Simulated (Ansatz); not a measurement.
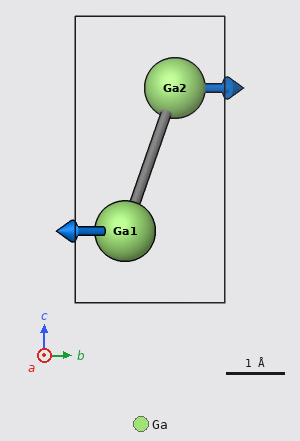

One vibrational mode of solid Ga (a generated structure) at the zone centre. Displacements are drawn as blue arrows; their common scale and sign are arbitrary. The picture is a ball-and-stick view of the cell of the calculation, seen along the a axis.

All numbers below come from DFT PBE, scalar-relativistic, plane waves, PAW in Ansatz 0.2.0. (plane-wave cutoff 420 eV; k-point mesh 24 × 24 × 12; occupations fermi dirac; smearing width 0.15 eV; no spin polarisation)

The frequencies depend somewhat on the k-mesh and the smearing.

### What mode is this, and where does it lie in the spectrum?

This is the E₂g mode (doubly degenerate; one member of the set is drawn) at 32 cm⁻¹, the lowest optical level, Raman-active by symmetry. All motion is along b; atoms of one kind move against one another, with no net shift of their sublattice.
